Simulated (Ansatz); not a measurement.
```
CELL_PARAMETERS angstrom
4.17285 -0.00032 0.00020
-2.08669 3.61354 -0.00022
0.00048 -0.00035 10.22775
ATOMIC_POSITIONS crystal
Pb 0.33213 0.99994 0.66565
Pb 0.66537 0.66659 0.99898
Pb 0.99884 0.33327 0.33232
S 0.33133 0.00018 0.16585
S 0.66469 0.66688 0.49918
S 0.99802 0.33351 0.83251
```

Space group Fm-3m; a structure from a database of computed crystals, not necessarily the ambient phase; started from the HgS-154 prototype, which need not be the ambient phase; changed on purpose from its base cell (shaken).

The calculation used DFT, PBEsol, plane waves, PAW (Ansatz).

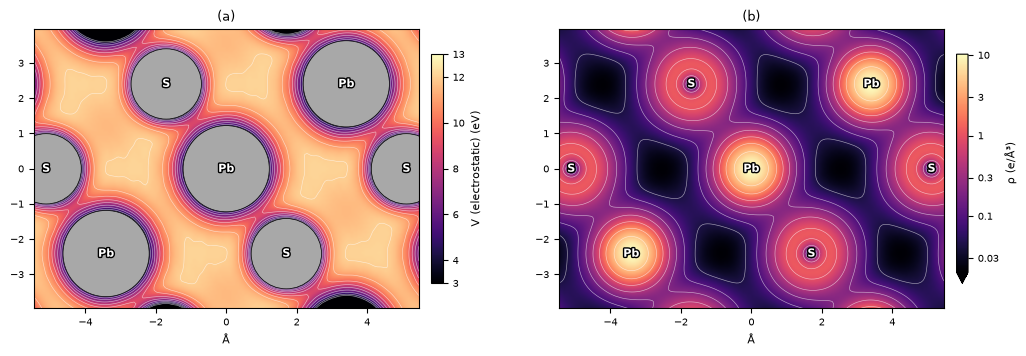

PbS. (a) electrostatic potential energy of an electron; (b) valence pseudo-density on the (110) plane of the calculation cell. Grey discs cover the atomic cores in the potential map.

What do the fields say about this system?

Atoms in the plane: Pb and S.
Pb–S (2.95 Å): ρ is about 0.23 e/Å³ halfway.
Between the atoms the lowest density in this plane is 0.02 e/Å³.
Outside the cores the potential energy rises away from the atoms and is highest about 2.5 Å from the nearest atoms; its zero is arbitrary.
